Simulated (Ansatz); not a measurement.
# Two runs on GaP

System: GaP (F-43m, 2 atoms in the cell).
Method of run 1: DFT PBE, scalar-relativistic, plane waves, PAW, no spin polarisation (Ansatz 0.2.0).

The structure derives from an entry of the Crystallography Open Database. Text and figures count atoms from 1; the logs count them from 0 in places.

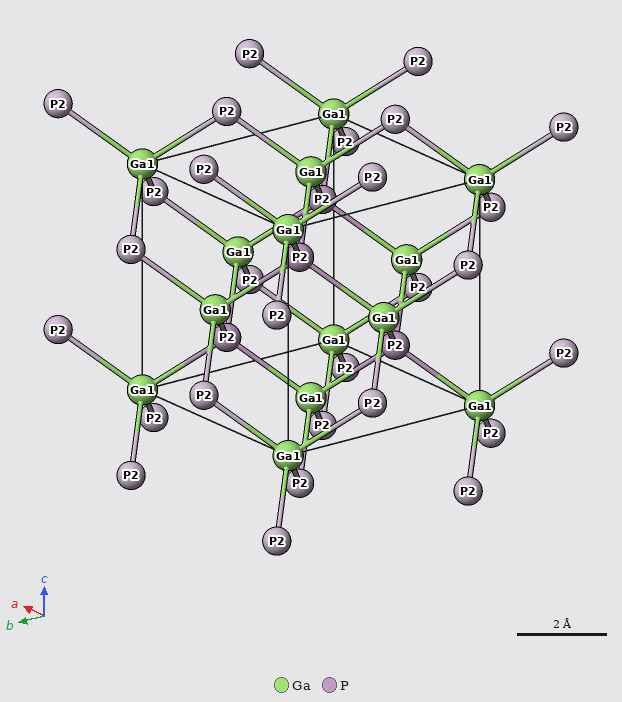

**Figure 1.** The structure (ball-and-stick view of the cell 4 times as large as that of the calculation, set on its symmetry axes, seen at an oblique angle; neighbours outside the cell are drawn fainter; atoms are numbered from 1 in the order of the input). An atom can appear more than once, as a periodic image. Near neighbours in the periodic cell (some may lie outside the picture): Ga has 4 P at 2.36 Å; P has 4 Ga at 2.36 Å.

**Input, run 1**
```yaml
crystal:
  lattice:
    - [0.0, 2.72525, 2.72525]
    - [2.72525, 0.0, 2.72525]
    - [2.72525, 2.72525, 0.0]
  atoms:
    - { symbol: Ga, position: [0.0, 0.0, 0.0] }
    - { symbol: P, position: [0.75, 0.75, 0.75] }
basis:
  ecutwfc: 420
kpoints:
  mp_grid: { grid: [10, 10, 10] }
hamiltonian:
  xc: pbe
scf:
  occupations: { method: gaussian, width: 0.05 }
output:
  forces: true
  stress: true
  eigenvalues: true
  write_density: true
  write_potential: true
  elf: true
  volumetric_format: npy
```

Command:
```bash
ansatz run input.yaml --threads 1 --pin off --max-ram 2560MiB --backend cpu --events-out ev --progress --plain --runs-dir out
```

Hardware: 1 thread of Intel Xeon @ 2.50GHz (Skylake/Cascade Lake), 189 GiB of memory available, shared host.

**Output, shortened to warnings, some set-up lines, iterations and results (run 1)**
```
Basis set: ecut = 420 eV, 749 PW (Γ), exchange–correlation on 54×54×54 points (8 copies of the dense FFT grid, shifted against one another)
Symmetry: 24 space group operations
k-points: 47 of 1000 (time reversal used)
Initial density: superposition of atomic densities (neutral atoms: chi_scale 0, normalization atom), corrected by the library's trained network
[...]
SCF iter   1: F=—  HF=-4539.550944 eV  |F-HF|=—  |Δ(HF+E_count)|=         —  Δρ=1.61e-3  dr2=1.45e-3  ethr=1.77e-3  ⟨swp⟩=6.1  Hψ=4018  notcnv=0
SCF iter   2: F=—  HF=-4539.550046 eV  |F-HF|=—  |Δ(HF+E_count)|=   8.98e-4  Δρ=1.32e-3  dr2=4.77e-4  ethr=8.03e-6  ⟨swp⟩=2.3  Hψ=1504  notcnv=0
SCF iter   3: F=—  HF=-4539.549841 eV  |F-HF|=—  |Δ(HF+E_count)|=   2.05e-4  Δρ=4.29e-4  dr2=5.74e-5  ethr=2.65e-6  ⟨swp⟩=2.0  Hψ=997  notcnv=0
SCF iter   4: F=—  HF=-4539.549886 eV  |F-HF|=—  |Δ(HF+E_count)|=   4.48e-5  Δρ=1.20e-4  dr2=4.06e-6  ethr=3.19e-7  ⟨swp⟩=2.0  Hψ=1032  notcnv=0
SCF iter   5: F=—  HF=-4539.549886 eV  |F-HF|=—  |Δ(HF+E_count)|=   7.90e-7  Δρ=3.29e-5  dr2=4.01e-7  ethr=2.26e-8  ⟨swp⟩=2.0  Hψ=1048  notcnv=0
SCF iter   6: F=-4539.549887 eV  HF=-4539.549887 eV  |F-HF|=2.62e-8  |Δ(HF+E_count)|=   4.32e-7  Δρ=9.49e-6  dr2=2.28e-8  ethr=5.56e-10  ⟨swp⟩=11.0  Hψ=4673  notcnv=0
SCF 1 converged in 6 iterations: F = -4539.549887 eV  dr2 = 2.28e-8
SCF converged after 6 iterations
Free energy (F): -4539.549887 eV
Harris-Foulkes:  -4539.549887 eV  (|F-HF|=2.62e-8)
Internal energy: -4539.549887 eV  (E = F + TS)
E sigma→0 (E₀):  -4539.549887 eV
Fermi energy:    7.886791 eV
--- Per-component energies (eV) ---
  E_band       = -58.225633
  E_kinetic    = 186.305227
  E_local      = -2200.436103  (includes V_loc(G=0)·N_el)
  E_nonlocal   = 458.823563
  E_hartree    = 1017.533676
  E_xc         = -130.787836
  E_vxc        = -119.039685  (∫ρ·V_xc dr)
  E_paw        = -2558.343366  (= ΣΔE_a)
  E_vpaw       = -418.939930  (= ΣTr[D̂ρ^β])
  E_aug_tail   = -0.000104  (compensation charges beyond the density's cutoff)
  E_ewald      = -1312.644944
  E_smearing   = -0.000000  (= −TS)
  E_closure    = 0.000000  (closes the sum)
  Σ components = -4539.549887   (vs F -4539.549887, Δ=0.00e0)
--- Forces (eV/Å), atoms counted from 1 ---
  atom   1  Ga    -0.00000000     0.00000000    -0.00000000
  atom   2  P      0.00000000     0.00000000     0.00000000
  max |Σ_I F_I| component: 9.25e-17 eV/Å
--- Stress (GPa, compression-positive) ---
        2.507060       0.000000      -0.000000
        0.000000       2.507060       0.000000
       -0.000000       0.000000       2.507060
  P = ⅓ Tr σ = 2.5071 GPa (25.071 kbar)
```

The input of run 2 differs as follows (lines with − go, lines with + come):
```diff
-  mp_grid: { grid: [10, 10, 10] }
+  mp_grid: { grid: [8, 8, 8] }
```

What does this change do to the results?

The free energy of run 2 is 1.0 meV per atom higher, which measures how much it depends on this numerical setting. The gap on the mesh goes from 1.61 to 1.64 eV. The number of SCF iterations is the same. The irreducible k-points go from 47 to 29.

**Output, shortened to warnings, some set-up lines, iterations and results (run 2)**
```
Basis set: ecut = 420 eV, 749 PW (Γ), exchange–correlation on 54×54×54 points (8 copies of the dense FFT grid, shifted against one another)
Symmetry: 24 space group operations
k-points: 29 of 512 (time reversal used)
Initial density: superposition of atomic densities (neutral atoms: chi_scale 0, normalization atom), corrected by the library's trained network
[...]
SCF iter   1: F=—  HF=-4539.548918 eV  |F-HF|=—  |Δ(HF+E_count)|=         —  Δρ=1.57e-3  dr2=1.33e-3  ethr=1.77e-3  ⟨swp⟩=6.2  Hψ=2506  notcnv=0
SCF iter   2: F=—  HF=-4539.548048 eV  |F-HF|=—  |Δ(HF+E_count)|=   8.70e-4  Δρ=1.30e-3  dr2=4.64e-4  ethr=7.41e-6  ⟨swp⟩=2.3  Hψ=920  notcnv=0
SCF iter   3: F=—  HF=-4539.547845 eV  |F-HF|=—  |Δ(HF+E_count)|=   2.03e-4  Δρ=4.33e-4  dr2=5.79e-5  ethr=2.58e-6  ⟨swp⟩=2.2  Hψ=613  notcnv=0
SCF iter   4: F=—  HF=-4539.547891 eV  |F-HF|=—  |Δ(HF+E_count)|=   4.52e-5  Δρ=1.28e-4  dr2=4.36e-6  ethr=3.22e-7  ⟨swp⟩=2.0  Hψ=644  notcnv=0
SCF iter   5: F=—  HF=-4539.547891 eV  |F-HF|=—  |Δ(HF+E_count)|=   8.09e-8  Δρ=3.16e-5  dr2=4.32e-7  ethr=2.42e-8  ⟨swp⟩=2.0  Hψ=641  notcnv=0
SCF iter   6: F=-4539.547891 eV  HF=-4539.547891 eV  |F-HF|=2.17e-8  |Δ(HF+E_count)|=   4.56e-7  Δρ=1.08e-5  dr2=2.88e-8  ethr=5.56e-10  ⟨swp⟩=11.0  Hψ=2900  notcnv=0
SCF 1 converged in 6 iterations: F = -4539.547891 eV  dr2 = 2.88e-8
SCF converged after 6 iterations
Free energy (F): -4539.547891 eV
Harris-Foulkes:  -4539.547891 eV  (|F-HF|=2.17e-8)
Internal energy: -4539.547891 eV  (E = F + TS)
E sigma→0 (E₀):  -4539.547891 eV
Fermi energy:    7.906503 eV
--- Per-component energies (eV) ---
  E_band       = -58.220068
  E_kinetic    = 186.315148
  E_local      = -2200.454363  (includes V_loc(G=0)·N_el)
  E_nonlocal   = 458.831763
  E_hartree    = 1017.548679
  E_xc         = -130.787459
  E_vxc        = -119.039701  (∫ρ·V_xc dr)
  E_paw        = -2558.356611  (= ΣΔE_a)
  E_vpaw       = -418.962779  (= ΣTr[D̂ρ^β])
  E_aug_tail   = -0.000104  (compensation charges beyond the density's cutoff)
  E_ewald      = -1312.644944
  E_smearing   = -0.000000  (= −TS)
  E_closure    = -0.000000  (closes the sum)
  Σ components = -4539.547891   (vs F -4539.547891, Δ=0.00e0)
--- Forces (eV/Å), atoms counted from 1 ---
  atom   1  Ga    -0.00000000    -0.00000000    -0.00000000
  atom   2  P      0.00000000    -0.00000000    -0.00000000
  max |Σ_I F_I| component: 7.40e-17 eV/Å
--- Stress (GPa, compression-positive) ---
        2.505251      -0.000000       0.000000
        0.000000       2.505251       0.000000
        0.000000       0.000000       2.505251
  P = ⅓ Tr σ = 2.5053 GPa (25.053 kbar)
```

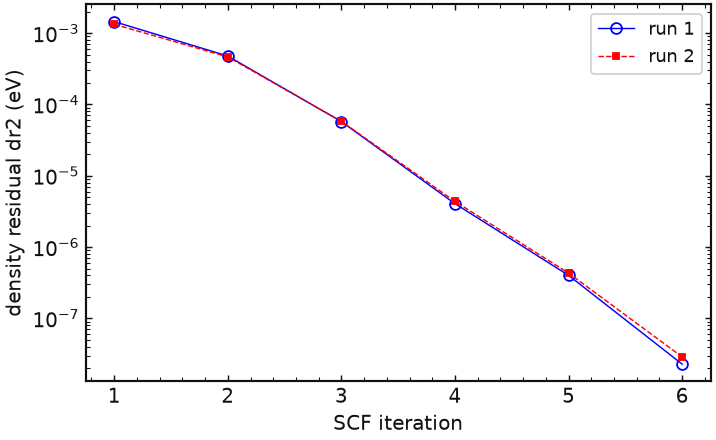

**Figure 2.** Convergence of the two runs: density residual dr2 against the SCF iteration. Run 1 takes 6 iterations in all, and run 2 takes 6.

**The two runs side by side**

```csv
quantity,run 1,run 2
outcome,converged,converged
free energy per atom (eV),−2269.7749,−2269.7739
gap on the mesh (eV),1.61,1.64
pressure (GPa),2.51,2.51
largest force (eV/Å),0.000,0.000
SCF iterations,6,6
irreducible k-points,47,29
plane waves at Γ,749,749
wall time (shared host),5.2 s,4.8 s
```
